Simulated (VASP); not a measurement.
## IrO2: geometry relaxation (part 2 of 3)

The same run, continued: IrO2 (P4₂/mnm, 6 atoms in the cell); Kohn-Sham DFT of a periodic cell, LDA, VASP PAW LDA potentials, recommended, no spin polarisation (VASP 6.6.1); cutoff 600 eV, 8×8×12 k-mesh, Gaussian smearing of 0.1 eV. The structure derives from an entry of the Crystallography Open Database.

Geometry of the input (Å; fractional positions):
```
4.4329  0.0000  0.0000
0.0000  4.4329  0.0000
0.0000  0.0000  3.1378
Ir 0.0000  0.0000  0.0000
Ir 0.5000  0.5000  0.5000
O  0.3091  0.3091  0.0000
O  0.1909  0.8091  0.5000
O  0.6909  0.6909  0.0000
O  0.8091  0.1909  0.5000
```

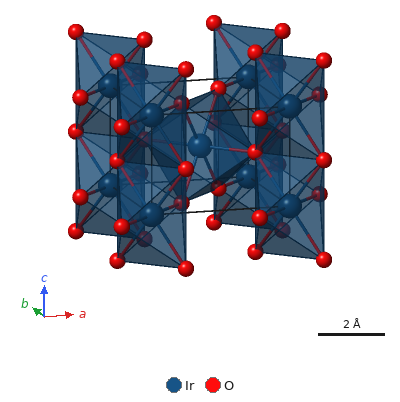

Figure 1. The starting structure (polyhedral view of the cell of the calculation, seen slightly off an axis; polyhedra are completed across the faces of the cell). An atom can appear more than once, as a periodic image.

### Parts of OUTCAR, continued
```
   k-points           NKPTS =    105   k-points in BZ     NKDIM =    105   number of bands    NBANDS=     25
   number of dos      NEDOS =    301   number of ions     NIONS =      6
   total plane-waves  NPLWV =  36288
   dimension x,y,z NGX =    36 NGY =   36 NGZ =   28
   dimension x,y,z NGXF=    72 NGYF=   72 NGZF=   56
   ions per type =               2   4
   NGX,Y,Z   is equivalent  to a cutoff of  13.50, 13.50, 14.83 a.u.
   NGXF,Y,Z  is equivalent  to a cutoff of  27.00, 27.00, 29.67 a.u.
 SYSTEM =  unknown system
   PREC   = accura    normal or accurate (medium, high low for compatibility)
   ISTART =      0    job   : 0-new  1-cont  2-samecut
   ICHARG =      2    charge: 1-file 2-atom 10-const
   ISPIN  =      1    spin polarized calculation?
   LNONCOLLINEAR =      F non collinear calculations
   LSORBIT =      F    spin-orbit coupling
   LASPH  =      T    aspherical Exc in radial PAW
   ENCUT  =  600.0 eV  44.10 Ry    6.64 a.u.   8.85  8.85  6.27*2*pi/ulx,y,z
   NELM   =    100;   NELMIN=  2; NELMDL= -5     # of ELM steps
   EDIFF  = 0.1E-06   stopping-criterion for ELM
   LREAL  =      F    real-space projection
   EDIFFG = -.2E-02   stopping-criterion for IOM
   NSW    =    100    number of steps for IOM
   IBRION =      2    ionic relax: 0-MD 1-quasi-New 2-CG
   NFREE  =      1    steps in history (QN), initial steepest desc. (CG)
   ISIF   =      3    stress and relaxation
   ISYM   =      2    0-nonsym 1-usesym 2-fastsym
   POTIM  = 0.5000    time-step for ionic-motion
   TEBEG  =    0.0;   TEEND  =   0.0 temperature during run
   PSTRESS=    0.0 pullay stress
   NELECT =      42.0000    total number of electrons
   NUPDOWN=      -1.0000    fix difference up-down
   EMIN   =  10.00;   EMAX   =-10.00  energy-range for DOS
   EFERMI =   0.00;   METHOD = LEGACY
   ISMEAR =     0;   SIGMA  =   0.10  broadening in eV -4-tet -1-fermi 0-gaus
   EFERMI_NEDOS =   21; number of points for ismear=-14 and -15
   IALGO  =     68    algorithm
   IMIX   =      4    mixing-type and parameters
     AMIX     =   0.40;   BMIX     =  1.00
     AMIX_MAG =   1.60;   BMIX_MAG =  1.00
  volume/ion in A,a.u.               =      10.28        69.35
  Fermi-wavevector in a.u.,A,eV,Ry     =   1.440434  2.722026 28.230054  2.074850
  Thomas-Fermi vector in A             =   2.559179
   LORBIT       =      0    0 simple, 1 ext, 2 COOP (PROOUT), +10 PAW based schemes
   GGA     = CA    functional components
   LHFCALC =     F    Hartree Fock is set to
   AEXX    =    0.0000 exact exchange contribution
   IVDW    =     0    specifies the selected vdW correction
   LEPSILON=     F    determine dielectric tensor
   LRPA    =     F    only Hartree local field effects (RPA)
 conjugate gradient relaxation of ions
 non-spin polarized calculation
 RMM-DIIS sequential band-by-band and
 Gauss-broadening in eV      SIGMA  =   0.10
  energy-cutoff  :      600.00
  volume of cell :       61.66
 maximum number of plane-waves:      2092
 NGX is ok and might be reduce to    36
   NGX = 17   NGY = 17   NGZ = 13

--------------------------------------- Ionic step        1  -------------------------------------------

 number of electron      41.9999994 magnetization

 Free energy of the ion-electron system (eV)
  ---------------------------------------------------
  ext. energy  EPLUGINS =         0.00000000
  ---------------------------------------------------
  free energy    TOTEN  =       -48.82101360 eV

  energy without entropy =      -48.80940871  energy(sigma->0) =      -48.81521115

------------------------ aborting loop because EDIFF is reached ----------------------------------------

  FORCE on cell =-STRESS in cart. coord.  units (eV):
  Direction    XX          YY          ZZ          XY          YZ          ZX
  --------------------------------------------------------------------------------------
  -------------------------------------------------------------------------------------
  Total        1.2705131      1.2705131      1.6821950      0.0000000      0.0000000      0.0000000
  in kB       33.0138479     33.0138479     43.7112597      0.0000000      0.0000000      0.0000000
  external PRESSURE =      36.5796519 kB  Pullay stress =       0.0000000 kB

 VOLUME and BASIS-vectors are now :
 -----------------------------------------------------------------------------
  energy-cutoff  :      600.00
  volume of cell :       61.66
      direct lattice vectors                 reciprocal lattice vectors
     4.432850346  0.000000000  0.000000000     0.225588486  0.000000000  0.000000000
     0.000000000  4.432850346  0.000000000     0.000000000  0.225588486  0.000000000
     0.000000000  0.000000000  3.137815874     0.000000000  0.000000000  0.318693015

 POSITION                                       TOTAL-FORCE (eV/Angst)
 -----------------------------------------------------------------------------------
      0.00000      0.00000      0.00000         0.000000      0.000000      0.000000
      2.21643      2.21643      1.56891         0.000000      0.000000      0.000000
      1.37021      1.37021      0.00000        -0.015666     -0.015666     -0.000000
      0.84622      3.58663      1.56891         0.015666     -0.015666      0.000000
      3.06264      3.06264      0.00000         0.015666      0.015666      0.000000
      3.58663      0.84622      1.56891        -0.015666      0.015666      0.000000
 -----------------------------------------------------------------------------------
    total drift:                               -0.000000      0.000000     -0.000000

  FREE ENERGIE OF THE ION-ELECTRON SYSTEM (eV)
  ---------------------------------------------------
  free  energy   TOTEN  =       -48.8210135986 eV

  energy  without entropy=      -48.8094087098  energy(sigma->0) =      -48.81521115

--------------------------------------- Ionic step        2  -------------------------------------------

 number of electron      41.9999993 magnetization

------------------------ aborting loop because EDIFF is reached ----------------------------------------

  FORCE on cell =-STRESS in cart. coord.  units (eV):
  Direction    XX          YY          ZZ          XY          YZ          ZX
  --------------------------------------------------------------------------------------
  -------------------------------------------------------------------------------------
  Total       -2.3598643     -2.3598643     -4.0754012      0.0000000      0.0000000      0.0000000
  in kB      -59.2845120    -59.2845120   -102.3822327      0.0000000      0.0000000      0.0000000
  external PRESSURE =     -73.6504189 kB  Pullay stress =       0.0000000 kB

 VOLUME and BASIS-vectors are now :
 -----------------------------------------------------------------------------
  energy-cutoff  :      600.00
  volume of cell :       63.78
      direct lattice vectors                 reciprocal lattice vectors
     4.478134074  0.000000000  0.000000000     0.223307293 -0.000000000  0.000000000
     0.000000000  4.478134074  0.000000000     0.000000000  0.223307293  0.000000000
     0.000000000  0.000000000  3.180256691     0.000000000  0.000000000  0.314440027

 POSITION                                       TOTAL-FORCE (eV/Angst)
 -----------------------------------------------------------------------------------
      0.00000      0.00000      0.00000         0.000000      0.000000      0.000000
      2.23907      2.23907      1.59013        -0.000000      0.000000      0.000000
      1.38344      1.38344      3.18026         0.080444      0.080444     -0.000000
      0.85562      3.62251      1.59013        -0.080444      0.080444     -0.000000
      3.09469      3.09469      0.00000        -0.080444     -0.080444      0.000000
      3.62251      0.85562      1.59013         0.080444     -0.080444      0.000000
 -----------------------------------------------------------------------------------
    total drift:                                0.000000      0.000000     -0.000000

  FREE ENERGIE OF THE ION-ELECTRON SYSTEM (eV)
  ---------------------------------------------------
  free  energy   TOTEN  =       -48.7925410567 eV

  energy  without entropy=      -48.7801825759  energy(sigma->0) =      -48.78636182

--------------------------------------- Ionic step        3  -------------------------------------------

 number of electron      41.9999992 magnetization

------------------------ aborting loop because EDIFF is reached ----------------------------------------

  FORCE on cell =-STRESS in cart. coord.  units (eV):
  Direction    XX          YY          ZZ          XY          YZ          ZX
  --------------------------------------------------------------------------------------
  -------------------------------------------------------------------------------------
  Total        0.0939161      0.0939161     -0.1891033     -0.0000000      0.0000000      0.0000000
  in kB        2.4147353      2.4147353     -4.8621517     -0.0000000      0.0000000      0.0000000
  external PRESSURE =      -0.0108937 kB  Pullay stress =       0.0000000 kB

 VOLUME and BASIS-vectors are now :
 -----------------------------------------------------------------------------
  energy-cutoff  :      600.00
  volume of cell :       62.31
      direct lattice vectors                 reciprocal lattice vectors
     4.446962508  0.000000000  0.000000000     0.224872595 -0.000000000  0.000000000
     0.000000000  4.446962508  0.000000000     0.000000000  0.224872595  0.000000000
     0.000000000  0.000000000  3.151042075     0.000000000  0.000000000  0.317355331

 POSITION                                       TOTAL-FORCE (eV/Angst)
 -----------------------------------------------------------------------------------
      0.00000      0.00000      0.00000        -0.000000      0.000000     -0.000000
      2.22348      2.22348      1.57552        -0.000000      0.000000     -0.000000
      1.37433      1.37433      0.00000         0.017357      0.017357      0.000000
      0.84915      3.59781      1.57552        -0.017357      0.017357     -0.000000
      3.07263      3.07263      0.00000        -0.017357     -0.017357     -0.000000
      3.59781      0.84915      1.57552         0.017357     -0.017357     -0.000000
 -----------------------------------------------------------------------------------
    total drift:                               -0.000000      0.000000     -0.000000

  FREE ENERGIE OF THE ION-ELECTRON SYSTEM (eV)
  ---------------------------------------------------
  free  energy   TOTEN  =       -48.8285081628 eV

  energy  without entropy=      -48.8166727384  energy(sigma->0) =      -48.82259045

[... ionic steps 4 to 8 ...]

--------------------------------------- Ionic step        9  -------------------------------------------

 number of electron      41.9999992 magnetization

------------------------ aborting loop because EDIFF is reached ----------------------------------------

  FORCE on cell =-STRESS in cart. coord.  units (eV):
  Direction    XX          YY          ZZ          XY          YZ          ZX
  --------------------------------------------------------------------------------------
  -------------------------------------------------------------------------------------
  Total       -0.0133608     -0.0133608     -0.0338010      0.0000000      0.0000000      0.0000000
  in kB       -0.3433462     -0.3433462     -0.8686178      0.0000000      0.0000000      0.0000000
  external PRESSURE =      -0.5184368 kB  Pullay stress =       0.0000000 kB

 VOLUME and BASIS-vectors are now :
 -----------------------------------------------------------------------------
  energy-cutoff  :      600.00
  volume of cell :       62.35
      direct lattice vectors                 reciprocal lattice vectors
     4.449849790  0.000000000  0.000000000     0.224726687  0.000000000  0.000000000
    -0.000000000  4.449849790  0.000000000     0.000000000  0.224726687  0.000000000
     0.000000000  0.000000000  3.148624804     0.000000000  0.000000000  0.317598972

 POSITION                                       TOTAL-FORCE (eV/Angst)
 -----------------------------------------------------------------------------------
      0.00000      0.00000      0.00000        -0.000000     -0.000000      0.000000
      2.22492      2.22492      1.57431         0.000000     -0.000000      0.000000
      1.37525      1.37525      0.00000        -0.000985     -0.000985      0.000000
      0.84967      3.60018      1.57431         0.000985     -0.000985      0.000000
      3.07460      3.07460      0.00000         0.000985      0.000985      0.000000
      3.60018      0.84967      1.57431        -0.000985      0.000985      0.000000
 -----------------------------------------------------------------------------------
    total drift:                                0.000000     -0.000000     -0.000000

  FREE ENERGIE OF THE ION-ELECTRON SYSTEM (eV)
  ---------------------------------------------------
  free  energy   TOTEN  =       -48.8286508799 eV

  energy  without entropy=      -48.8168032209  energy(sigma->0) =      -48.82272705

--------------------------------------- Ionic step       10  -------------------------------------------

 number of electron      41.9999992 magnetization

------------------------ aborting loop because EDIFF is reached ----------------------------------------

  FORCE on cell =-STRESS in cart. coord.  units (eV):
  Direction    XX          YY          ZZ          XY          YZ          ZX
  --------------------------------------------------------------------------------------
  -------------------------------------------------------------------------------------
  Total        0.0174672      0.0174672      0.0367434     -0.0000000      0.0000000      0.0000000
  in kB        0.4490119      0.4490119      0.9445256     -0.0000000      0.0000000      0.0000000
  external PRESSURE =       0.6141832 kB  Pullay stress =       0.0000000 kB

 VOLUME and BASIS-vectors are now :
 -----------------------------------------------------------------------------
  energy-cutoff  :      600.00
  volume of cell :       62.33
      direct lattice vectors                 reciprocal lattice vectors
     4.449733814 -0.000000000  0.000000000     0.224732544  0.000000000  0.000000000
    -0.000000000  4.449733814  0.000000000     0.000000000  0.224732544  0.000000000
     0.000000000  0.000000000  3.147808157     0.000000000  0.000000000  0.317681368

 POSITION                                       TOTAL-FORCE (eV/Angst)
```
